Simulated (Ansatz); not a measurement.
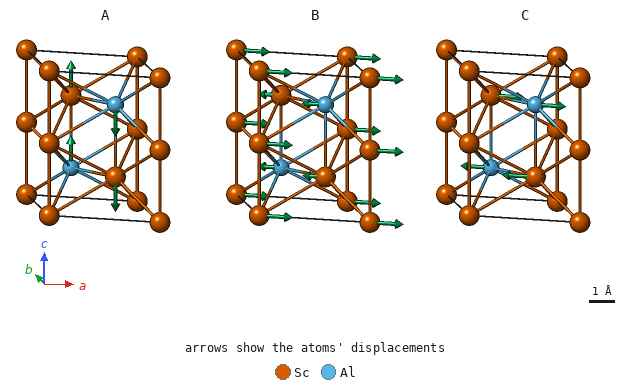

Modes of solid Sc₂Al, space group P6₃/mmc (No. 194), at the zone centre (one member of each degenerate set). Displacements are drawn as green arrows; their common scale and sign are arbitrary. A ball-and-stick model of the cell of the calculation, seen slightly off an axis.

All numbers below come from DFT PBEsol, scalar-relativistic, plane waves, PAW (Ansatz).

The frequencies depend somewhat on the k-mesh and the smearing.

**Which are infrared-active and which Raman-active?**

A is B₁g, silent by symmetry (neither infrared- nor Raman-active) (92 cm⁻¹). B is E₁u, infrared-active by symmetry (206 cm⁻¹). C is E₂g, Raman-active by symmetry (145 cm⁻¹). The crystal has a centre of inversion, so no mode is both. In a metal the free carriers screen the infrared response.
